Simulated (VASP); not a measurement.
Run report: Ge3Si5, geometry relaxation (part 3 of 5)

Continued. System: Ge3Si5 (16 atoms in the cell). Method: Kohn-Sham DFT of a periodic cell, PBE, VASP PAW PBE potentials, recommended, no spin polarisation (VASP 6.6.1); cutoff 400 eV, 6×6×6 k-mesh, Gaussian smearing of 0.01 eV. 

Geometry of the input (Å; fractional positions):
```
0.0000  5.5362  5.5362
5.5362  0.0000  5.5362
5.5362  5.5362  0.0000
Si 0.0000  0.0000  0.0000
Si -0.0000  0.5000  0.5000
Si 0.1250  0.1250  0.1250
Si 0.1250  0.6250  0.1250
Si 0.1250  0.6250  0.6250
Si 0.5000  -0.0000  0.0000
Si 0.5000  0.0000  0.5000
Si 0.5000  0.5000  0.5000
Si 0.6250  0.1250  0.1250
Si 0.6250  0.1250  0.6250
Ge -0.0000  0.0000  0.5000
Ge -0.0000  0.5000  0.0000
Ge 0.1250  0.1250  0.6250
Ge 0.5000  0.5000  0.0000
Ge 0.6250  0.6250  0.1250
Ge 0.6250  0.6250  0.6250
```

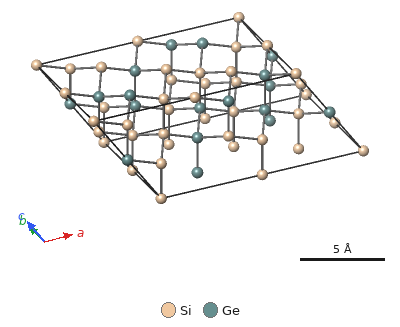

*The input geometry (ball-and-stick view of the cell 2 times as large as that of the calculation, set on its symmetry axes, seen at an oblique angle).*

Parts of OUTCAR, continued:
```
  FORCE on cell =-STRESS in cart. coord.  units (eV):
  Direction    XX          YY          ZZ          XY          YZ          ZX
  --------------------------------------------------------------------------------------
  -------------------------------------------------------------------------------------
  Total        0.0194633      0.0172277      0.0194633      0.0204973      0.0204974     -0.0015441
  in kB        0.0906528      0.0802402      0.0906528      0.0954689      0.0954691     -0.0071918
  external PRESSURE =       0.0871820 kB  Pullay stress =       0.0000000 kB

 VOLUME and BASIS-vectors are now :
 -----------------------------------------------------------------------------
  energy-cutoff  :      400.00
  volume of cell :      343.99
      direct lattice vectors                 reciprocal lattice vectors
    -0.000838625  5.560376579  5.560508979    -0.089893664  0.089909366  0.089918870
     5.561229454 -0.001559082  5.561229454     0.089895577 -0.089884160  0.089895577
     5.560508979  5.560376579 -0.000838625     0.089918870  0.089909366 -0.089893664

 POSITION                                       TOTAL-FORCE (eV/Angst)
 -----------------------------------------------------------------------------------
      5.57729      5.57670     11.10577        -0.000167     -0.002866     -0.003754
      5.56071      2.77971      2.81475        -0.011544      0.004561     -0.010514
      1.35651      1.39022      1.38965        -0.000445      0.005201      0.001277
      4.20420      1.39018      4.17063         0.014539     -0.005898      0.012447
      6.91642      4.16901      4.17046         0.010514     -0.004561      0.011544
      5.57724      8.32354      2.79481        -0.000855     -0.006648     -0.000593
      2.78030      5.56005      2.81344        -0.001277     -0.005201      0.000445
      5.56055      5.55854      5.52698        -0.012447      0.005898     -0.014539
      1.37430      4.18711      4.15321         0.000593      0.006648      0.000855
      4.18591      6.93239      4.15305         0.003754      0.002866      0.000167
      8.32209      8.32118     11.10422        -0.000878     -0.003630      0.000071
      8.32328      5.57760      2.79740        -0.010275      0.002624     -0.012499
      4.18747      4.18791      1.40825        -0.000071      0.003630      0.000878
      2.78120      2.77949      5.52529        -0.012754      0.005138     -0.008816
      4.20588      4.16922      6.94997         0.008816     -0.005138      0.012754
      6.93294      6.93149      6.96841         0.012499     -0.002624      0.010275
 -----------------------------------------------------------------------------------
    total drift:                                0.001321      0.000006     -0.000778

  FREE ENERGIE OF THE ION-ELECTRON SYSTEM (eV)
  ---------------------------------------------------
  free  energy   TOTEN  =       -81.0898796005 eV

  energy  without entropy=      -81.0898796005  energy(sigma->0) =      -81.08987960

--------------------------------------- Ionic step        6  -------------------------------------------

 number of electron     123.9999997 magnetization

------------------------ aborting loop because EDIFF is reached ----------------------------------------

  FORCE on cell =-STRESS in cart. coord.  units (eV):
  Direction    XX          YY          ZZ          XY          YZ          ZX
  --------------------------------------------------------------------------------------
  -------------------------------------------------------------------------------------
  Total        0.0559750      0.0555225      0.0559750     -0.0380393     -0.0380393      0.0002130
  in kB        0.2607007      0.2585934      0.2607007     -0.1771661     -0.1771659      0.0009920
  external PRESSURE =       0.2599983 kB  Pullay stress =       0.0000000 kB

 VOLUME and BASIS-vectors are now :
 -----------------------------------------------------------------------------
  energy-cutoff  :      400.00
  volume of cell :      344.00
      direct lattice vectors                 reciprocal lattice vectors
    -0.000561018  5.560723485  5.560897479    -0.089896785  0.089908669  0.089912163
     5.561287675 -0.000951182  5.561287675     0.089899548 -0.089893291  0.089899548
     5.560897479  5.560723485 -0.000561018     0.089912163  0.089908669 -0.089896785

 POSITION                                       TOTAL-FORCE (eV/Angst)
 -----------------------------------------------------------------------------------
      5.57766      5.57756     11.10601         0.003407     -0.002245      0.004148
      5.56039      2.78041      2.81451         0.000302      0.001801     -0.000468
      1.35649      1.39063      1.38979        -0.002287      0.001584     -0.003709
      4.20509      1.39037      4.17134        -0.001385     -0.001263      0.000250
      6.91715      4.16943      4.17127         0.000468     -0.001801     -0.000302
      5.57778      8.32370      2.79529         0.002810     -0.001342      0.003359
      2.78058      5.56015      2.81388         0.003709     -0.001584      0.002287
      5.56032      5.55946      5.52657        -0.000250      0.001263      0.001385
      1.37452      4.18780      4.15349        -0.003359      0.001342     -0.002810
      4.18654      6.93300      4.15343        -0.004148      0.002245     -0.003407
      8.32255      8.32210     11.10478         0.004779     -0.000054      0.004308
      8.32318      5.57841      2.79715         0.001600      0.000174     -0.000464
      4.18777      4.18846      1.40854        -0.004308      0.000054     -0.004779
      2.78077      2.78021      5.52504         0.000678      0.001916      0.002482
      4.20662      4.16962      6.95089        -0.002482     -0.001916     -0.000678
      6.93395      6.93215      6.96938         0.000464     -0.000174     -0.001600
 -----------------------------------------------------------------------------------
    total drift:                                0.001932      0.000010     -0.001401

  FREE ENERGIE OF THE ION-ELECTRON SYSTEM (eV)
  ---------------------------------------------------
  free  energy   TOTEN  =       -81.0899414907 eV

  energy  without entropy=      -81.0899414907  energy(sigma->0) =      -81.08994149

--------------------------------------- Ionic step        7  -------------------------------------------

 number of electron     123.9999997 magnetization

------------------------ aborting loop because EDIFF is reached ----------------------------------------

  FORCE on cell =-STRESS in cart. coord.  units (eV):
  Direction    XX          YY          ZZ          XY          YZ          ZX
  --------------------------------------------------------------------------------------
  -------------------------------------------------------------------------------------
  Total        0.0364766      0.0363940      0.0364766     -0.0408674     -0.0408673      0.0007880
  in kB        0.1698883      0.1695035      0.1698883     -0.1903385     -0.1903380      0.0036703
  external PRESSURE =       0.1697600 kB  Pullay stress =       0.0000000 kB

 VOLUME and BASIS-vectors are now :
 -----------------------------------------------------------------------------
  energy-cutoff  :      400.00
  volume of cell :      344.00
      direct lattice vectors                 reciprocal lattice vectors
    -0.000580000  5.560699765  5.560870914    -0.089896572  0.089908717  0.089912621
     5.561283694 -0.000992749  5.561283694     0.089899276 -0.089892666  0.089899276
     5.560870914  5.560699765 -0.000580000     0.089912621  0.089908717 -0.089896572

 POSITION                                       TOTAL-FORCE (eV/Angst)
 -----------------------------------------------------------------------------------
      5.57764      5.57750     11.10600         0.003251     -0.002339      0.003547
      5.56041      2.78036      2.81452        -0.000627      0.002078     -0.001336
      1.35649      1.39061      1.38978        -0.002252      0.001947     -0.003448
      4.20503      1.39036      4.17129        -0.000040     -0.001688      0.001244
      6.91710      4.16940      4.17121         0.001336     -0.002078      0.000627
      5.57774      8.32369      2.79526         0.002639     -0.001880      0.003123
      2.78056      5.56014      2.81385         0.003448     -0.001947      0.002252
      5.56033      5.55940      5.52660        -0.001244      0.001688      0.000040
      1.37450      4.18776      4.15347        -0.003123      0.001880     -0.002639
      4.18650      6.93296      4.15341        -0.003547      0.002339     -0.003251
      8.32252      8.32204     11.10475         0.004102     -0.001654      0.003952
      8.32319      5.57835      2.79716        -0.000278      0.000602     -0.002592
      4.18775      4.18842      1.40852        -0.003952      0.001654     -0.004102
      2.78080      2.78017      5.52506        -0.001671      0.002681      0.000636
      4.20657      4.16959      6.95083        -0.000636     -0.002681      0.001671
      6.93388      6.93211      6.96931         0.002592     -0.000602      0.000278
 -----------------------------------------------------------------------------------
    total drift:                                0.001451      0.000010     -0.000919

  FREE ENERGIE OF THE ION-ELECTRON SYSTEM (eV)
  ---------------------------------------------------
  free  energy   TOTEN  =       -81.0899414863 eV

  energy  without entropy=      -81.0899414863  energy(sigma->0) =      -81.08994149

--------------------------------------- Ionic step        8  -------------------------------------------

 number of electron     123.9999997 magnetization

 Free energy of the ion-electron system (eV)
  ---------------------------------------------------
  ext. energy  EPLUGINS =         0.00000000
  ---------------------------------------------------
  free energy    TOTEN  =       -81.08995875 eV

  energy without entropy =      -81.08995875  energy(sigma->0) =      -81.08995875

 E-fermi :   5.3028     XC(G=0):  -9.5221     alpha+bet :-11.0812

 val. band max:        5.2592227304   @ k =   0.0000   0.0000   0.0000
 cond. band min:       5.6543653172   @ k =   0.0000   0.0000   0.0000
 fundamental gap:      0.3951425868
 Fermi energy:         5.3027931843

 k-point     1 :       0.0000    0.0000    0.0000
  band No.  band energies     occupation
      1     -19.1659      2.00000
      2     -19.1596      2.00000
      3     -19.1362      2.00000
      4     -19.1191      2.00000
      5     -19.0790      2.00000
      6     -19.0788      2.00000
      7     -19.0617      2.00000
      8     -19.0575      2.00000
      9     -19.0542      2.00000
     10     -19.0540      2.00000
     11     -19.0404      2.00000
     12     -19.0404      2.00000
     13     -19.0261      2.00000
     14     -19.0252      2.00000
     15     -19.0249      2.00000
     16     -19.0179      2.00000
     17     -19.0147      2.00000
     18     -19.0138      2.00000
     19     -19.0096      2.00000
     20     -18.9951      2.00000
     21     -18.9909      2.00000
     22     -18.9907      2.00000
     23     -18.9734      2.00000
     24     -18.9680      2.00000
     25     -18.9584      2.00000
     26     -18.9502      2.00000
     27     -18.9446      2.00000
     28     -18.9263      2.00000
     29     -18.9193      2.00000
     30     -18.8824      2.00000
     31      -6.8721      2.00000
     32      -4.9811      2.00000
     33      -4.8041      2.00000
     34      -4.5144      2.00000
     35      -4.4747      2.00000
     36      -3.2041      2.00000
     37      -3.1892      2.00000
     38      -2.8620      2.00000
     39      -2.8516      2.00000
     40      -2.6375      2.00000
     41      -2.6366      2.00000
     42      -2.0918      2.00000
     43      -1.8512      2.00000
     44      -1.6481      2.00000
     45      -1.6201      2.00000
     46       2.2949      2.00000
     47       2.3510      2.00000
     48       2.3519      2.00000
     49       2.3913      2.00000
     50       2.4013      2.00000
     51       2.4459      2.00000
     52       3.7763      2.00000
     53       3.8293      2.00000
     54       3.8588      2.00000
     55       3.9640      2.00000
     56       4.0293      2.00000
     57       4.0904      2.00000
     58       4.1438      2.00000
     59       4.2487      2.00000
     60       5.2233      2.00000
     61       5.2287      2.00000
     62       5.2592      2.00000
     63       5.6544      0.00000
     64       5.7127      0.00000
     65       5.8631      0.00000
     66       5.9175      0.00000
     67       6.0385      0.00000
     68       6.2158      0.00000
     69       6.2688      0.00000
     70       6.2794      0.00000
     71       6.4708      0.00000
     72       6.5247      0.00000
     73       7.0991      0.00000
     74       7.8209      0.00000

 k-point     2 :       0.1667    0.0000    0.0000
  band No.  band energies     occupation
      1     -19.1661      2.00000
      2     -19.1595      2.00000
      3     -19.1361      2.00000
      4     -19.1189      2.00000
      5     -19.0790      2.00000
      6     -19.0787      2.00000
      7     -19.0615      2.00000
      8     -19.0574      2.00000
      9     -19.0542      2.00000
     10     -19.0536      2.00000
     11     -19.0403      2.00000
     12     -19.0403      2.00000
     13     -19.0265      2.00000
     14     -19.0253      2.00000
     15     -19.0248      2.00000
     16     -19.0180      2.00000
     17     -19.0147      2.00000
     18     -19.0140      2.00000
     19     -19.0095      2.00000
     20     -18.9954      2.00000
     21     -18.9909      2.00000
     22     -18.9907      2.00000
     23     -18.9733      2.00000
     24     -18.9678      2.00000
     25     -18.9582      2.00000
     26     -18.9501      2.00000
     27     -18.9446      2.00000
     28     -18.9261      2.00000
     29     -18.9193      2.00000
     30     -18.8826      2.00000
     31      -6.7862      2.00000
     32      -5.1067      2.00000
     33      -4.8158      2.00000
     34      -4.5875      2.00000
     35      -4.4466      2.00000
     36      -3.6727      2.00000
     37      -3.5012      2.00000
     38      -3.2870      2.00000
     39      -2.4504      2.00000
     40      -2.2421      2.00000
     41      -2.0643      2.00000
     42      -1.9333      2.00000
     43      -1.7224      2.00000
     44      -1.5412      2.00000
     45      -1.2733      2.00000
     46       2.0585      2.00000
     47       2.0812      2.00000
     48       2.1072      2.00000
     49       2.4098      2.00000
     50       2.4505      2.00000
     51       2.4916      2.00000
     52       3.2679      2.00000
     53       3.3537      2.00000
     54       3.4317      2.00000
     55       3.7075      2.00000
     56       3.7908      2.00000
     57       3.8427      2.00000
     58       4.0862      2.00000
     59       4.1743      2.00000
     60       4.2281      2.00000
     61       5.0888      2.00000
     62       5.1123      2.00000
     63       5.8479      0.00000
     64       5.9889      0.00000
     65       6.1522      0.00000
     66       6.2074      0.00000
     67       6.4691      0.00000
     68       6.6436      0.00000
     69       6.7369      0.00000
     70       6.7840      0.00000
     71       6.8842      0.00000
     72       7.0398      0.00000
     73       7.3525      0.00000
     74       8.0103      0.00000

 k-point     3 :       0.0000    0.1667    0.0000
  band No.  band energies     occupation
      1     -19.1658      2.00000
      2     -19.1595      2.00000
      3     -19.1361      2.00000
      4     -19.1191      2.00000
      5     -19.0790      2.00000
      6     -19.0788      2.00000
      7     -19.0617      2.00000
      8     -19.0575      2.00000
      9     -19.0542      2.00000
     10     -19.0539      2.00000
     11     -19.0404      2.00000
     12     -19.0402      2.00000
     13     -19.0261      2.00000
     14     -19.0251      2.00000
     15     -19.0248      2.00000
     16     -19.0179      2.00000
     17     -19.0147      2.00000
     18     -19.0139      2.00000
     19     -19.0096      2.00000
     20     -18.9951      2.00000
     21     -18.9909      2.00000
     22     -18.9907      2.00000
     23     -18.9734      2.00000
     24     -18.9679      2.00000
     25     -18.9583      2.00000
     26     -18.9501      2.00000
     27     -18.9446      2.00000
     28     -18.9263      2.00000
     29     -18.9192      2.00000
     30     -18.8824      2.00000
     31      -6.7869      2.00000
     32      -5.1196      2.00000
     33      -4.7663      2.00000
     34      -4.6029      2.00000
     35      -4.4680      2.00000
     36      -3.5905      2.00000
     37      -3.5866      2.00000
     38      -3.3157      2.00000
     39      -2.3426      2.00000
     40      -2.2962      2.00000
     41      -2.0725      2.00000
     42      -1.9044      2.00000
     43      -1.7559      2.00000
     44      -1.5622      2.00000
     45      -1.2600      2.00000
     46       2.0589      2.00000
     47       2.0953      2.00000
     48       2.0958      2.00000
     49       2.4256      2.00000
     50       2.4381      2.00000
     51       2.4819      2.00000
     52       3.2842      2.00000
```
